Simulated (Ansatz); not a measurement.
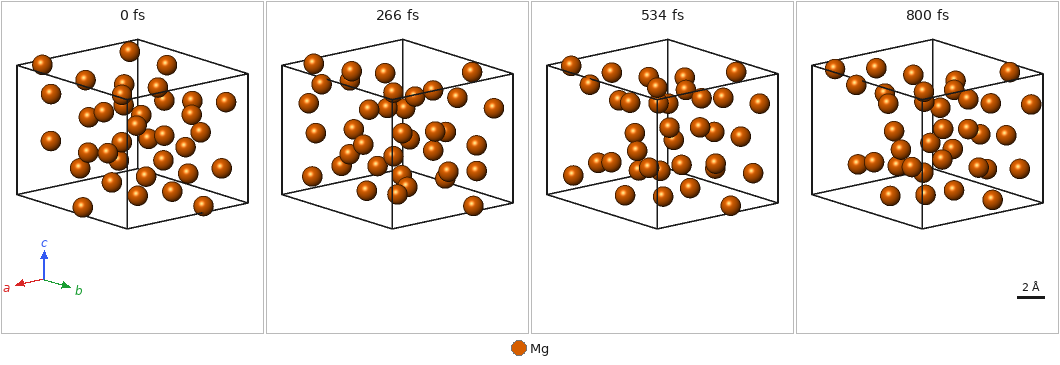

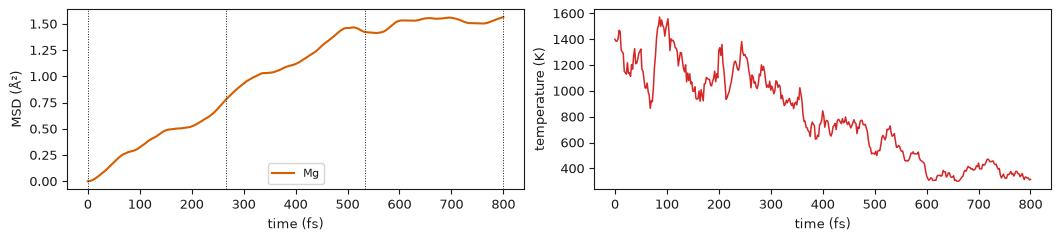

Molecular dynamics of a 36-atom cell of Mg, 800 fs long. It starts from the last geometry of an earlier run, with fresh velocities. Frames and the history of the run. The picture is a spheres-only view of the simulation cell, seen from a free direction. Atoms that leave the cell re-enter on the other side.

Theory: DFT PBE, scalar-relativistic, plane waves, PAW (Ansatz 0.2.0). Settings: plane-wave cutoff 420 eV; k-point mesh 1 × 1 × 1; Fermi-Dirac smearing 0.16 eV; volume 1.15 times that of the relaxed crystal; Langevin thermostat (NVT); set temperature 1440 K, then to 300 K over 300 steps, then to 300 K over 100 steps; time step 2 fs; friction 0.02 per fs.

Input file:
```yaml
crystal:
  lattice:
    - [10.08925, 0.0, 0.0]
    - [-5.044625, 8.737547, 0.0]
    - [0.0, 0.0, 10.923295]
  atoms:
    - { symbol: Mg, position: [0.19182049, 0.13804261, -0.02233472] }
    - { symbol: Mg, position: [0.06395622, 0.30239977, 0.15522978] }
    - { symbol: Mg, position: [0.05174851, 0.08825623, 0.44620248] }
    - { symbol: Mg, position: [0.30992291, 0.21162211, 0.60709293] }
    - { symbol: Mg, position: [-0.16893109, 0.04583048, -0.02014179] }
    - { symbol: Mg, position: [0.11977445, 0.56477131, 0.3384518] }
    - { symbol: Mg, position: [0.05465181, 0.55494281, 0.67925976] }
    - { symbol: Mg, position: [0.07433371, 0.3461076, 0.90546713] }
    - { symbol: Mg, position: [-0.04029896, 0.55409028, 0.03810196] }
    - { symbol: Mg, position: [0.02887942, 0.79346748, 0.2167779] }
    - { symbol: Mg, position: [-0.05922637, 0.76072565, 0.50888994] }
    - { symbol: Mg, position: [0.09957605, 0.910113, 0.77447682] }
    - { symbol: Mg, position: [0.29946165, -0.07522787, 0.01440798] }
    - { symbol: Mg, position: [0.39028385, 0.25723996, 0.2075731] }
    - { symbol: Mg, position: [0.24817799, -0.15718338, 0.55266066] }
    - { symbol: Mg, position: [0.5277053, 0.1347176, 0.53709682] }
    - { symbol: Mg, position: [0.4867877, 0.41042221, -0.14363339] }
    - { symbol: Mg, position: [0.4960966, 0.61932189, 0.20037984] }
    - { symbol: Mg, position: [0.30212276, 0.42947147, 0.40334057] }
    - { symbol: Mg, position: [0.31235444, 0.58412518, 0.74285044] }
    - { symbol: Mg, position: [0.27833232, 0.61857242, 0.04030943] }
    - { symbol: Mg, position: [0.38404157, 0.87876386, 0.27034427] }
    - { symbol: Mg, position: [0.48313074, 0.76999659, 0.55502668] }
    - { symbol: Mg, position: [0.41938869, 0.94940417, 0.75160207] }
    - { symbol: Mg, position: [0.5606877, -0.2017993, -0.04982604] }
    - { symbol: Mg, position: [0.59835054, 0.13300881, 0.15615672] }
    - { symbol: Mg, position: [0.73381644, 0.0164743, 0.36336978] }
    - { symbol: Mg, position: [0.78264176, 0.0710191, 0.75107218] }
    - { symbol: Mg, position: [0.71097636, 0.30585301, -0.09323928] }
    - { symbol: Mg, position: [0.66692852, 0.49650089, 0.15719632] }
    - { symbol: Mg, position: [0.76164722, 0.38530767, 0.37733867] }
    - { symbol: Mg, position: [0.77568919, 0.54307067, 0.73508074] }
    - { symbol: Mg, position: [0.80898635, 0.74403408, -0.07063891] }
    - { symbol: Mg, position: [0.80138068, 0.87893193, 0.18239744] }
    - { symbol: Mg, position: [0.62077914, 0.53606475, 0.4694284] }
    - { symbol: Mg, position: [0.76388341, 0.82733579, 0.70365537] }
basis:
  ecutwfc: 420.0
kpoints:
  mp_grid: { grid: [1, 1, 1] }
hamiltonian:
  xc: pbe
scf:
  occupations: { method: fermi_dirac, width: 0.16 }
  lower_state_search: "off"
md:
  timestep: 2
  n_steps: 400
  ensemble: nvt_langevin
  temperature: 1440.0
  initial_velocities: maxwell_boltzmann
  seed: 745062
  friction: 0.02
  temperature_schedule:
    - { n_steps: 300, end_temperature: 300.0 }
    - { n_steps: 100, end_temperature: 300.0 }
```

Launched with:
```bash
ansatz run input.yaml --threads 4 --pin off --max-ram 10240MiB --backend cpu --events-out ev --progress --plain --runs-dir out
```

> Describe the run.

Under the programmed temperature the kinetic temperature goes from 1252 K (first eighth) to 379 K (last eighth), with a peak of 1572 K. The potential energy in the second half lies on average 112 meV per atom below the first frame. The first frame is far from relaxed (forces up to 2.3 eV/Å), so much of the motion is the structure settling. In the second half of the run the atoms are, in the root-mean-square, this far from where they began (common drift taken out): Mg 1.20 Å. That is a large part of the typical shortest distance between atoms in the first frame, about 2.7 Å and still growing: the atoms leave their places as in a liquid.

Limits of the set-up: the k-point mesh is coarse for a cell with partly filled bands.

The run took 11 min on 4 threads of Intel(R) Xeon(R) 6975P-C (Granite Rapids), with other jobs on the host, peak memory 1.1 GiB.
